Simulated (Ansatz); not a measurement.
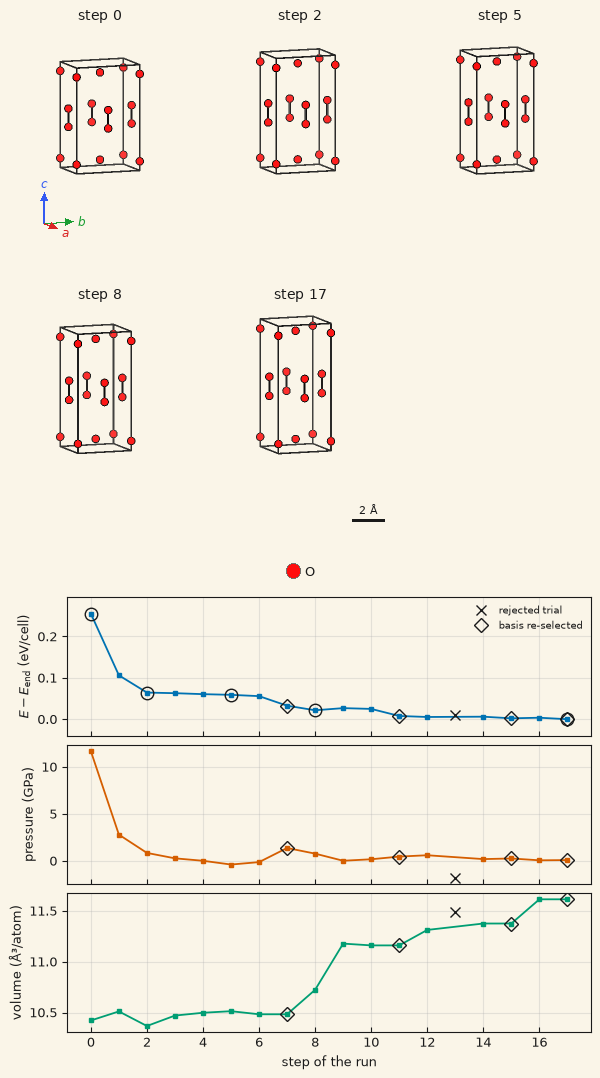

Frames of a relaxation of solid O (set up in Fmmm) (coarse preliminary run), marked on the history of the run. Style: ball-and-stick. Shown: the conventional cell (4 times the calculation's cell), slightly off an axis. Lengths and directions refer to the drawn axes.

Level of theory: DFT PBE+D3(BJ), scalar-relativistic, plane waves, PAW (Ansatz 0.2.0).

Input file:
```yaml
crystal:
  lattice:
    - [0.0, 2.10755, 3.34485]
    - [1.47835, 0.0, 3.34485]
    - [1.47835, 2.10755, 0.0]
  atoms:
    - { symbol: O, position: [0.0871, 0.0871, 0.9129] }
    - { symbol: O, position: [0.9129, 0.9129, 0.0871] }
basis:
  ecutwfc: 420
kpoints:
  mp_grid: { grid: [8, 8, 8] }
hamiltonian:
  xc: pbe
  dispersion: d3bj
scf:
  occupations: { method: gaussian, width: 0.1 }
output:
  forces: true
  stress: true
  eigenvalues: true
relax:
  adjacent_minimum: "off"
  f_tol: 0.05
  max_steps: 80
  cell: { stress_tol: 0.5 }
```

Launched with:
```bash
ansatz run input.yaml --threads 1 --pin off --max-ram 2560MiB --backend cpu --events-out ev --progress --plain --runs-dir out
```

### Describe the path.

The largest moves relative to the cell, 0.096 Å, are those of O1 and O2. O2 goes along +c. The volume changes by +11.4 %, with a 2.957 → 3.290 Å (+11.3 %), b 4.215 → 3.504 Å (−16.9 %), c 6.690 → 8.059 Å (+20.5 %). Near-neighbour distances that change, for instance: O1–O2 1.165 → 1.213 Å. The space group stays Fmmm (No. 69). Over 12 accepted moves (17 points after the start) the energy falls by 0.255 eV per cell of the calculation. The largest force component goes from 3.8 to 0.028 eV/Å. The pressure goes from 11.67 to 0.08 GPa. The line search rejected the trial step at point 13 of the run. At 4 points the geometry stayed and the basis and grid were re-selected for the new cell (energy shift of 23.1 meV per cell of the calculation at most each time). Cost: 28 s on 1 thread of Arm Neoverse V1 (shared host), peak memory 0.29 GiB. From step 0 to 2: O atoms move most (0.03 Å), volume −0.5 %, energy −0.191 eV per cell of the calculation. From step 2 to 5: volume +1.4 %, energy −5.5 meV per cell of the calculation. From step 5 to 8: volume +2.0 %, energy −37.3 meV per cell of the calculation. From step 8 to 17: O atoms move most (0.04 Å), volume +8.3 %, energy −21.6 meV per cell of the calculation.
